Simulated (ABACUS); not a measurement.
# Band-structure run, with input and output: Li (part 2 of 2)

The same run, continued: Li (Im-3m, 1 atom in the cell); Kohn-Sham DFT of a periodic cell, TASK, SG15 ONCV 1.2 PBE, no spin polarisation (ABACUS 3.10.1); cutoff 1170.09 eV, 7×7×7 k-mesh, fermi-dirac of 0.05 eV. The structure derives from an entry of the Crystallography Open Database.

Geometry of the input (Å; fractional positions):
```
1.7547  1.7547  1.7547
-1.7547  1.7547  1.7547
-1.7547  -1.7547  1.7547
Li 0.0000  0.0000  0.0000
```

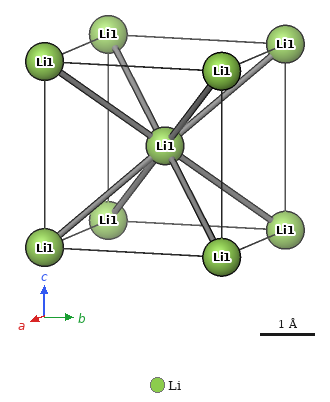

**Figure 1.** The structure (ball-and-stick view of the cell 2 times as large as that of the calculation, set on its symmetry axes, seen slightly off an axis; atoms are numbered from 1 in the order of the input).

### The program's output, continued
```
----------------------------------------------------------
 E_KohnSham     -14.0928400852       -191.7429261616
 E_Harris       -14.2058925842       -193.2810843205
 E_Fermi        0.2283722289         3.1071635786
----------------------------------------------------------

 PW ALGORITHM --------------- ION=   1  ELEC=   3--------------------------------

 Density error is 0.000927546235638
                          Error Threshold = 5.50939484203e-05
----------------------------------------------------------
     Energy           Rydberg                 eV
----------------------------------------------------------
 E_KohnSham     -14.0705585949       -191.4397709330
 E_Harris       -14.2634127624       -194.0636864950
 E_Fermi        0.2442781509         3.3235747489
----------------------------------------------------------

 PW ALGORITHM --------------- ION=   1  ELEC=   4--------------------------------

 Density error is 0.0042191530873
                          Error Threshold = 3.09182078546e-05
----------------------------------------------------------
     Energy           Rydberg                 eV
----------------------------------------------------------
 E_KohnSham     -14.0358828077       -190.9679826454
 E_Harris       -13.9665774489       -190.0250348628
 E_Fermi        0.2170856979         2.9536024459
----------------------------------------------------------

 PW ALGORITHM --------------- ION=   1  ELEC=   5--------------------------------

 Density error is 6.09670717136e-05
                          Error Threshold = 3.09182078546e-05
----------------------------------------------------------
     Energy           Rydberg                 eV
----------------------------------------------------------
 E_KohnSham     -14.0643946277       -191.3559058577
 E_Harris       -14.0914535002       -191.7240607053
 E_Fermi        0.2561622332         3.4852659840
----------------------------------------------------------

 PW ALGORITHM --------------- ION=   1  ELEC=   6--------------------------------

 Density error is 0.000395452249006
                          Error Threshold = 2.03223572379e-06
----------------------------------------------------------
     Energy           Rydberg                 eV
----------------------------------------------------------
 E_KohnSham     -14.0610394498       -191.3102563199
 E_Harris       -14.1384289436       -192.3631944007
 E_Fermi        0.2535212093         3.4493330110
----------------------------------------------------------

 PW ALGORITHM --------------- ION=   1  ELEC=   7--------------------------------

 Density error is 0.00124117546624
                          Error Threshold = 2.03223572379e-06
----------------------------------------------------------
     Energy           Rydberg                 eV
----------------------------------------------------------
 E_KohnSham     -14.0393055494       -191.0145514343
 E_Harris       -14.0731580714       -191.4751386251
 E_Fermi        0.2518728296         3.4269056539
----------------------------------------------------------

 PW ALGORITHM --------------- ION=   1  ELEC=   8--------------------------------

 Density error is 7.7484077571e-05
                          Error Threshold = 2.03223572379e-06
----------------------------------------------------------
     Energy           Rydberg                 eV
----------------------------------------------------------
 E_KohnSham     -14.0452262006       -191.0951060272
 E_Harris       -14.0568771319       -191.2536250795
 E_Fermi        0.2618369834         3.5624749215
----------------------------------------------------------

 PW ALGORITHM --------------- ION=   1  ELEC=   9--------------------------------

 Density error is 7.14038561472e-05
                          Error Threshold = 2.03223572379e-06
----------------------------------------------------------
     Energy           Rydberg                 eV
----------------------------------------------------------
 E_KohnSham     -14.0391256056       -191.0121031744
 E_Harris       -14.0641218300       -191.3521942546
 E_Fermi        0.2601193882         3.5391058396
----------------------------------------------------------

 PW ALGORITHM --------------- ION=   1  ELEC=  10--------------------------------

 Density error is 0.000122329719779
                          Error Threshold = 2.03223572379e-06
----------------------------------------------------------
     Energy           Rydberg                 eV
----------------------------------------------------------
 E_KohnSham     -14.0418518604       -191.0491957730
 E_Harris       -14.0195176300       -190.7453229791
 E_Fermi        0.2572636281         3.5002512302
----------------------------------------------------------

 PW ALGORITHM --------------- ION=   1  ELEC=  11--------------------------------

 Density error is 0.00010489543902
                          Error Threshold = 2.03223572379e-06
----------------------------------------------------------
     Energy           Rydberg                 eV
----------------------------------------------------------
 E_KohnSham     -14.0436995388       -191.0743347283
 E_Harris       -14.0292816190       -190.8781688654
 E_Fermi        0.2570986877         3.4980071006
----------------------------------------------------------

 PW ALGORITHM --------------- ION=   1  ELEC=  12--------------------------------

 Density error is 1.91472636735e-05
                          Error Threshold = 2.03223572379e-06
----------------------------------------------------------
     Energy           Rydberg                 eV
----------------------------------------------------------
 E_KohnSham     -14.0453315974       -191.0965400241
 E_Harris       -14.0348499364       -190.9539297102
 E_Fermi        0.2574112692         3.5022599911
----------------------------------------------------------

 PW ALGORITHM --------------- ION=   1  ELEC=  13--------------------------------

 Density error is 9.0719960235e-06
                          Error Threshold = 6.38242122449e-07
----------------------------------------------------------
     Energy           Rydberg                 eV
----------------------------------------------------------
 E_KohnSham     -14.0461592439       -191.1078007326
 E_Harris       -14.0396761569       -191.0195938081
 E_Fermi        0.2571574611         3.4988067537
----------------------------------------------------------

 PW ALGORITHM --------------- ION=   1  ELEC=  14--------------------------------

 Density error is 1.52449177299e-06
                          Error Threshold = 3.0239986745e-07
----------------------------------------------------------
     Energy           Rydberg                 eV
----------------------------------------------------------
 E_KohnSham     -14.0472783718       -191.1230272488
 E_Harris       -14.0443169748       -191.0827353749
 E_Fermi        0.2573283575         3.5011319186
----------------------------------------------------------

 PW ALGORITHM --------------- ION=   1  ELEC=  15--------------------------------

 Density error is 1.14175687657e-09
                          Error Threshold = 5.08163924332e-08
----------------------------------------------------------
     Energy           Rydberg                 eV
----------------------------------------------------------
 E_KohnSham     -14.0472925597       -191.1232202850
 E_KS(sigma->0) -14.0471496102       -191.1212753576
 E_Harris       -14.0473313681       -191.1237483004
 E_band         -7.6841102724        -104.5476837652
 E_one_elec     -9.4300528069        -128.3024506143
 E_Hartree      3.3663553866         45.8016147506
 E_xc           -3.0443770717        -41.4208750357
 E_Ewald        -4.9389321688        -67.1976195307
 E_entropy(-TS) -0.0002858990        -0.0038898548
 E_descf        0.0000000000         0.0000000000
 E_exx          0.0000000000         0.0000000000
 E_Fermi        0.2572134401         3.4995683872
----------------------------------------------------------

 charge density convergence is achieved
 final etot is -191.12322028 eV
 EFERMI = 3.4995683872 eV
The vacuum level is 2.1728916726 eV

 STATE ENERGY(eV) AND OCCUPATIONS    NSPIN == 1
 1/20 kpoint (Cartesian) = 0.0000 0.0000 0.0000 (492 pws)
       1       -53.0197     0.00583090
       2       -1.84073     0.00583090
       3        26.8781        0.00000
       4        26.8781        0.00000
       5        26.8781        0.00000
       6        29.8622        0.00000
       7        29.8622        0.00000
       8        29.8622        0.00000
       9        31.2605        0.00000
      10        31.2605        0.00000
      11        31.3707        0.00000
      12        31.3707        0.00000

 2/20 kpoint (Cartesian) = 0.0000 0.14286 0.14286 (496 pws)
       1       -53.0161      0.0699708
       2       -1.24991      0.0699708
       3        21.4628        0.00000
       4        24.1923        0.00000
       5        25.2298        0.00000
       6        26.1752        0.00000
       7        27.8272        0.00000
       8        29.9797        0.00000
       9        32.2873        0.00000
      10        33.8000        0.00000
      11        36.3419        0.00000
      12        36.5126        0.00000

 3/20 kpoint (Cartesian) = 0.0000 0.28571 0.28571 (502 pws)
       1       -53.0079      0.0699708
       2       0.504748      0.0699708
       3        14.5365        0.00000
       4        21.6624        0.00000
       5        22.8227        0.00000
       6        23.2757        0.00000
       7        27.7645        0.00000
       8        31.6207        0.00000
       9        36.1868        0.00000
      10        40.0220        0.00000
      11        42.4238        0.00000
      12        43.1221        0.00000

 4/20 kpoint (Cartesian) = 0.0000 0.42857 0.42857 (512 pws)
       1       -53.0014      0.0699708
       2        3.15587      0.0698985
       3        9.23565    1.05174e-51
       4        20.3666        0.00000
       5        21.5043        0.00000
       6        21.8189        0.00000
       7        28.3712        0.00000
       8        34.4554        0.00000
       9        38.2072        0.00000
      10        40.5815        0.00000
      11        42.3225        0.00000
      12        46.9541        0.00000

 5/20 kpoint (Cartesian) = -0.14286 0.14286 0.28571 (500 pws)
       1       -53.0102       0.139942
       2     -0.0723882       0.139942
       3        17.3903        0.00000
       4        19.2283        0.00000
       5        22.5537        0.00000
       6        27.2478        0.00000
       7        28.3234        0.00000
       8        31.0127        0.00000
       9        34.3083        0.00000
      10        37.7030        0.00000
      11        38.5472        0.00000
      12        42.8768        0.00000

 6/20 kpoint (Cartesian) = -0.14286 0.28571 0.42857 (502 pws)
       1       -53.0029       0.279883
       2        2.22644       0.279883
       3        11.7209    1.08923e-72
       4        16.7823        0.00000
       5        20.9446        0.00000
       6        26.8215        0.00000
       7        28.8717        0.00000
       8        33.2662        0.00000
       9        37.7698        0.00000
      10        38.6949        0.00000
      11        43.8167        0.00000
      12        45.3675        0.00000

[... levels at 14 further k points ...]

------------------------------------------------------------------------------------------
 TOTAL-FORCE (eV/Angstrom)
------------------------------------------------------------------------------------------
                       Li1         0.0000000000         0.0000000000         0.0000000000
------------------------------------------------------------------------------------------

----------------------------------------------------------------
 TOTAL-STRESS (KBAR)
----------------------------------------------------------------
     -1005.7390738096         0.0000000000         0.0000000000
         0.0000000000     -1005.7390738096         0.0000000000
         0.0000000000         0.0000000000     -1005.7390738096
----------------------------------------------------------------
 TOTAL-PRESSURE: -1005.739074 KBAR

 --------------------------------------------
 !FINAL_ETOT_IS -191.1232202849988369 eV
 --------------------------------------------
```
